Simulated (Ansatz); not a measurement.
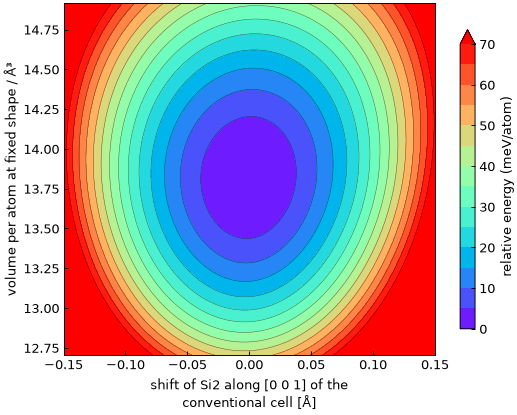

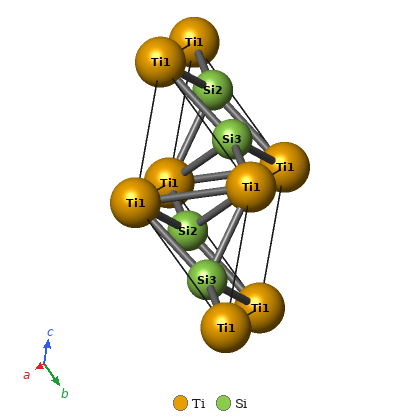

Energy landscape of TiSi₂ (Immm, No. 71; 3 atoms in the cell). The energy is mapped over a free internal coordinate and the cell. The first coordinate is: shift of Si2 along [0 0 1] of the conventional cell, Cartesian (0 0 1), its symmetry partners moved as symmetry demands (measured in the relaxed cell); the second: volume per atom at fixed shape. Nothing is relaxed (all other coordinates fixed). The scan uses a 5 × 5 grid. Points are written as (first, second). Energies: meV/atom, counted from the lowest grid point. Level of theory: Ansatz 0.2.0, DFT PBEsol, scalar-relativistic, plane waves, PAW. Settings: cutoff 520 eV, k-mesh 18×18×18, gaussian smearing 0.15 eV, no spin polarisation.

The picture shows filled contours, one colour for all values above the top of the scale. Between grid points the surface is interpolated. The second picture is the structure at the lowest point

**Describe this landscape.**

The lowest grid point is at (0.000 Å, 13.81 Å³). It is the only kind of minimum in the scanned range. The highest grid point, (0.150 Å, 12.70 Å³), lies 151 meV/atom above the lowest. Round the minimum the two coordinates are nearly uncoupled.

The values on the grid:

| second ↓, first → | −0.150 | −0.075 | 0.000 | 0.075 | 0.150 |
| --- | --- | --- | --- | --- | --- |
| 14.91 | 98 | 52 | 36 | 47 | 86 |
| 14.36 | 77 | 27 | 10 | 24 | 72 |
| 13.81 | 73 | 18 | 0 | 19 | 75 |
| 13.26 | 92 | 30 | 11 | 34 | 100 |
| 12.70 | 137 | 68 | 48 | 75 | 151 |

Each point was launched as `ansatz run input.yaml --threads 2 --pin off --max-ram 4096MiB --backend cpu --events-out ev --progress --plain --runs-dir out`. Time for the 25 points that were run: 16 min on 2 threads of Arm Neoverse N1, on a shared host.

PAW datasets: the set soft_1.
